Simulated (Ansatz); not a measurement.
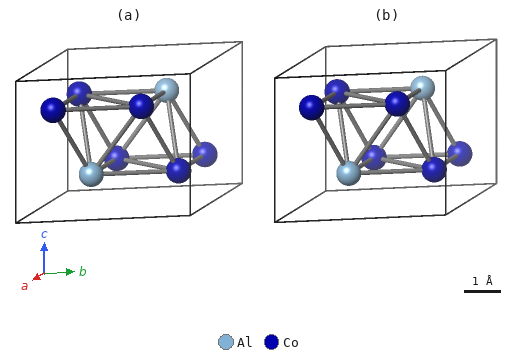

The structure of a crystal of AlCo₃ (set up in P6_3/mmc) before (left) and after (right) a relaxation, at one scale.

The picture is a ball-and-stick view of the cell of the calculation, seen slightly off an axis.

Case: dispersion relaxed: r2SCAN, rVV10.

Computed with DFT r2SCAN+rVV10, scalar-relativistic, plane waves, PAW in Ansatz 0.2.0.

Input file:
```yaml
crystal:
  lattice:
    - [5.0743622598, 0.0, 0.0]
    - [-2.5371811299, 4.394526625, 0.0]
    - [0.0, 0.0, 4.08565]
  atoms:
    - { symbol: Al, position: [0.6666666667, 0.3333333333, 0.25] }
    - { symbol: Al, position: [0.3333333333, 0.6666666667, 0.75] }
    - { symbol: Co, position: [0.164874, 0.329748, 0.25], spin: 1.47 }
    - { symbol: Co, position: [0.670252, 0.835126, 0.25], spin: 1.47 }
    - { symbol: Co, position: [0.164874, 0.835126, 0.25], spin: 1.47 }
    - { symbol: Co, position: [0.835126, 0.670252, 0.75], spin: 1.47 }
    - { symbol: Co, position: [0.329748, 0.164874, 0.75], spin: 1.47 }
    - { symbol: Co, position: [0.835126, 0.164874, 0.75], spin: 1.47 }
basis:
  ecutwfc: 500
kpoints:
  mp_grid: { grid: [12, 12, 10] }
hamiltonian:
  xc: r2scan
  dispersion: rvv10
scf:
  occupations: { method: gaussian, width: 0.1 }
output:
  forces: true
  stress: true
  eigenvalues: true
  populations: true
magnetization:
  spin_polarized: true
relax:
  adjacent_minimum: "off"
  f_tol: 0.01
  max_steps: 60
  cell: { stress_tol: 0.05 }
```

Command:
```bash
ansatz run input.yaml --threads 2 --pin off --max-ram 5120MiB --backend cpu --events-out ev --progress --plain --runs-dir out
```

Question: Summarise the run.

Answer: The run was cut off at its time limit before the relaxation converged, so the last structure is only a point on the way. The largest moves relative to the cell, 0.011 Å, are those of Co3, Co4, Co5, Co6, Co7 and Co8. Co8 goes along [−1 1 0]. Al stays in place. The drawn cell changes as follows: a = b 5.074 → 4.965 Å (−2.2 %), c 4.086 → 4.163 Å (+1.9 %); the volume changes by −2.4 %. Near-neighbour distances that change, for instance: Co3–Co4 2.564 → 2.491 Å, Al1–Co3 2.537 → 2.483 Å, Co3–Co4 (another image) 2.510 → 2.474 Å, Co3–Co7 2.505 → 2.525 Å. The space group stays P6_3/mmc (No. 194). After 2 geometry steps the energy has fallen by 10.3 meV per atom. Largest force component: 0.073 eV/Å at the start, 0.026 eV/Å at the end. Pressure: −4.18 GPa at the start and 0.56 GPa at the end. The run took 15 min on 2 threads of Intel(R) Xeon(R) Processor @ 2.50GHz (Skylake/Cascade Lake) (shared host), peak memory 1.7 GiB.
